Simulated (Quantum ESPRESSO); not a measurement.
# Single-point calculation, with input and output: W

- system: W (Fm-3m, 1 atom in the cell)
- method: Kohn-Sham DFT of a periodic cell, r2SCAN, SG15 PBE 1.2, no spin polarisation (Quantum ESPRESSO 7.5)

The structure derives from an entry of the Crystallography Open Database. The volume is scaled by 1.02.

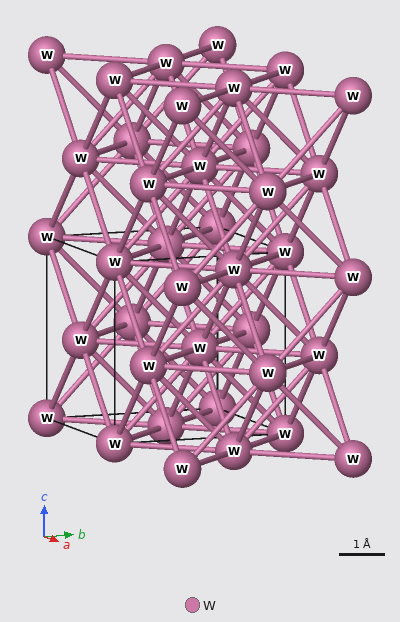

The input geometry (ball-and-stick view of the cell 4 times as large as that of the calculation, set on its symmetry axes, repeated 2 × 1 × 2, seen slightly off an axis). An atom can appear more than once, as a periodic image.

Input:
```
&CONTROL
  calculation = 'scf'
  prefix = 'pwscf'
  outdir = './tmp'
  pseudo_dir = './pseudo'
  tstress = .true.
  disk_io = 'nowf'
/
&SYSTEM
  ibrav = 0
  nat = 1
  ntyp = 1
  ecutwfc = 75
  nbnd = 21
  input_dft = 'r2scan'
  occupations = 'smearing'
  smearing = 'fd'
  degauss = 0.00367493
  nosym = .true.
  nr1 = 32
  nr2 = 32
  nr3 = 32
/
&ELECTRONS
  conv_thr = 1d-08
  electron_maxstep = 120
  mixing_beta = 0.5
/
ATOMIC_SPECIES
W    183.8400 W_ONCV_PBE-1.2.upf
CELL_PARAMETERS angstrom
   0.0000000000    2.0434441004    2.0434441004
   2.0434441004    0.0000000000    2.0434441004
   2.0434441004    2.0434441004    0.0000000000
ATOMIC_POSITIONS crystal
W      0.0000000000    0.0000000000    0.0000000000
K_POINTS automatic
8 8 8 0 0 0
```

Launch command:
```bash
OMP_NUM_THREADS=1 mpirun -n 2 pw.x -nk 2 -in pw.in > pw.out
```

Output:
```
This program is part of the open-source Quantum ESPRESSO suite
     for quantum simulation of materials; please cite
         "P. Giannozzi et al., J. Phys.:Condens. Matter 21 395502 (2009);
         "P. Giannozzi et al., J. Phys.:Condens. Matter 29 465901 (2017);
         "P. Giannozzi et al., J. Chem. Phys. 152 154105 (2020);
          URL
     in publications or presentations arising from this work. More details at

     IMPORTANT: XC functional enforced from input :
     Exchange-correlation= R2SCAN
                           (   0   0   0   0   0 497 498)
     Any further DFT definition will be discarded
     Please, verify this is what you really want

     K-points division:     npool     =       2
     Subspace diagonalization in iterative solution of the eigenvalue problem:
     a serial algorithm will be used

     G-vector sticks info
     --------------------
     sticks:   dense  smooth     PW     G-vecs:    dense   smooth      PW
     Sum         613     613    199                10081    10081    1837

     Using Slab Decomposition

     bravais-lattice index     =            0
     lattice parameter (alat)  =       5.4611  a.u.
     unit-cell volume          =     115.1635 (a.u.)^3
     number of atoms/cell      =            1
     number of atomic types    =            1
     number of electrons       =        28.00
     number of Kohn-Sham states=           21
     kinetic-energy cutoff     =      75.0000  Ry
     charge density cutoff     =     300.0000  Ry
     scf convergence threshold =      1.0E-08
     mixing beta               =       0.5000
     number of iterations used =            8  plain     mixing
     Exchange-correlation= R2SCAN
                           (   0   0   0   0   0 497 498)

     celldm(1)=   5.461056  celldm(2)=   0.000000  celldm(3)=   0.000000
     celldm(4)=   0.000000  celldm(5)=   0.000000  celldm(6)=   0.000000

     crystal axes: (cart. coord. in units of alat)
               a(1) = (   0.000000   0.707107   0.707107 )
               a(2) = (   0.707107   0.000000   0.707107 )
               a(3) = (   0.707107   0.707107   0.000000 )

     reciprocal axes: (cart. coord. in units 2 pi/alat)
               b(1) = ( -0.707107  0.707107  0.707107 )
               b(2) = (  0.707107 -0.707107  0.707107 )
               b(3) = (  0.707107  0.707107 -0.707107 )

     PseudoPot. # 1 for W  read from file:
     W_ONCV_PBE-1.2.upf
     Pseudo is Norm-conserving, Zval = 28.0
     Generated using ONCVPSP code by D. R. Hamann
     Using radial grid of  602 points,  8 beta functions with:
                l(1) =   0
                l(2) =   0
                l(3) =   1
                l(4) =   1
                l(5) =   2
                l(6) =   2
                l(7) =   3
                l(8) =   3

     atomic species   valence    mass     pseudopotential
     W                28.00   183.84000     W ( 1.00)

     No symmetry found

   Cartesian axes

     site n.     atom                  positions (alat units)
         1        W      tau(   1) = (   0.0000000   0.0000000   0.0000000  )

     number of k points=   260  Fermi-Dirac smearing, width (Ry)=  0.0037

     Number of k-points >= 100: set verbosity='high' to print them.

     Dense  grid:    10081 G-vectors     FFT dimensions: (  32,  32,  32)

     WARNING: libxc functional with ID  497 depends
      on external parameters: check the user_guide of
      QE if you need to modify them or to check their
      default values.

     WARNING: libxc functional with ID  498 depends
      on external parameters: check the user_guide of
      QE if you need to modify them or to check their
      default values.

     Initial potential from superposition of free atoms

     starting charge      27.9330, renormalised to      28.0000
     Starting wfcs are random

     Self-consistent Calculation

     iteration #  1     ecut=    75.00 Ry     beta= 0.50
     Davidson diagonalization with overlap
     ethr =  1.00E-02,  avg # of iterations =  8.1

     total energy              =    -542.52786748 Ry
     estimated scf accuracy    <      48.55483894 Ry

     iteration #  2     ecut=    75.00 Ry     beta= 0.50
     Davidson diagonalization with overlap
     ethr =  1.00E-02,  avg # of iterations =  1.0

     total energy              =    -542.74605922 Ry
     estimated scf accuracy    <      14.52885740 Ry

     iteration #  3     ecut=    75.00 Ry     beta= 0.50
     Davidson diagonalization with overlap
     ethr =  1.00E-02,  avg # of iterations =  1.0

     total energy              =    -542.75605490 Ry
     estimated scf accuracy    <       0.07639291 Ry

     iteration #  4     ecut=    75.00 Ry     beta= 0.50
     Davidson diagonalization with overlap
     ethr =  2.73E-04,  avg # of iterations =  1.2

     total energy              =    -542.75672099 Ry
     estimated scf accuracy    <       0.00129738 Ry

     iteration #  5     ecut=    75.00 Ry     beta= 0.50
     Davidson diagonalization with overlap
     ethr =  4.63E-06,  avg # of iterations =  2.9

     total energy              =    -542.75674128 Ry
     estimated scf accuracy    <       0.00019736 Ry

     iteration #  6     ecut=    75.00 Ry     beta= 0.50
     Davidson diagonalization with overlap
     ethr =  7.05E-07,  avg # of iterations =  1.1

     total energy              =    -542.75674858 Ry
     estimated scf accuracy    <       0.00003404 Ry

     iteration #  7     ecut=    75.00 Ry     beta= 0.50
     Davidson diagonalization with overlap
     ethr =  1.22E-07,  avg # of iterations =  1.0

     total energy              =    -542.75674880 Ry
     estimated scf accuracy    <       0.00000033 Ry

     iteration #  8     ecut=    75.00 Ry     beta= 0.50
     Davidson diagonalization with overlap
     ethr =  1.18E-09,  avg # of iterations =  2.0

     total energy              =    -542.75674883 Ry
     estimated scf accuracy    <       0.00000009 Ry

     iteration #  9     ecut=    75.00 Ry     beta= 0.50
     Davidson diagonalization with overlap
     ethr =  3.11E-10,  avg # of iterations =  1.0

     End of self-consistent calculation

     Number of k-points >= 100: set verbosity='high' to print the bands.

     the Fermi energy is    31.6165 ev

!    total energy              =    -542.75674884 Ry
     estimated scf accuracy    <          3.1E-09 Ry
     smearing contrib. (-TS)   =      -0.00090246 Ry
     internal energy E=F+TS    =    -542.75584638 Ry

     The total energy is F=E-TS. E is the sum of the following terms:
     one-electron contribution =    -137.03761229 Ry
     hartree contribution      =     101.13018517 Ry
     xc contribution           =     -41.42234104 Ry
     ewald contribution        =    -465.42607822 Ry

     convergence has been achieved in   9 iterations

     Computing stress (Cartesian axis) and pressure

          total   stress  (Ry/bohr**3)                   (kbar)     P=     -234.06
  -0.00159113   0.00000000   0.00000000         -234.06        0.00        0.00
   0.00000000  -0.00159113  -0.00000000            0.00     -234.06       -0.00
   0.00000000  -0.00000000  -0.00159113            0.00       -0.00     -234.06

=------------------------------------------------------------------------------=
   JOB DONE.
=------------------------------------------------------------------------------=
```

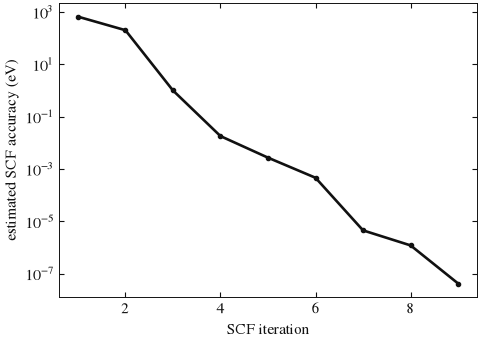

Convergence of the self-consistent field: estimated SCF accuracy against the iteration. The field takes 9 iterations in all.

Summary:

```tsv
quantity	value
outcome	converged
space group (tolerance 0.01 Å)	Fm-3m (225)
electrons treated	28
free energy	−7384.5818 eV
Fermi energy	31.616 eV
gap on the k-point mesh	none (metallic)
pressure	−23.41 GPa
hardware	2 threads of Intel Xeon (Granite Rapids), 192 GiB of memory available, shared host
wall time	75 s (CPU time 2.5 min)
peak memory	0.22 GiB
```

Notes:

Further notes kept with the run: potentials made for another functional. Points of doubt noted for this run: coarse mesh; potentials made for another functional. Spin–orbit coupling is left out, which matters for W. The cell is under a tension of 23 GPa at this level, so it is not at its equilibrium volume.
